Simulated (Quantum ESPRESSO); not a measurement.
```yaml
crystal:
  lattice:
    - [2.68821, 0.00000, 0.00000]
    - [0.00000, 2.68821, 0.00000]
    - [0.00000, 0.00000, 2.68821]
  atoms:
    - { symbol: Zn, position: [0.00000, 0.00000, 0.00000] }
    - { symbol: O, position: [0.50000, 0.50000, 0.50000] }
```

Space group Pm-3m; a generated structure, not necessarily the stable one.

The calculation used Kohn-Sham DFT of a periodic cell, PBE, SSSP 1.3 efficiency PBE in Quantum ESPRESSO.

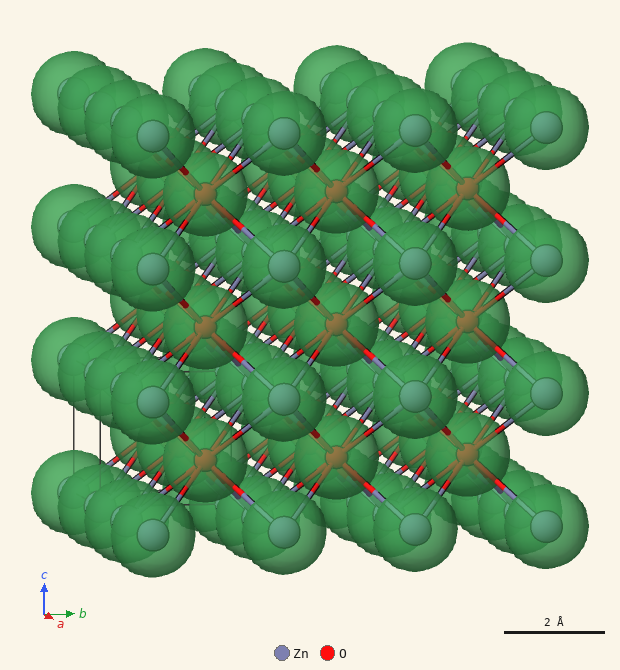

ZnO. Isosurface of the valence electron density at 0.6 e/Å³ (green), seen slightly off an axis. Sticks mark near contacts.

Which contacts does the surface bridge?

At this value the density breaks into separate islands; it holds about 85 % of the electrons treated as valence. It bridges none of the near contacts. It is pinched off along the shortest Zn–O (2.33 Å) contacts. On the grid the lowest density along these lines, outside the cores, is 0.28 e/Å³ (Zn–O, 2.33 Å).
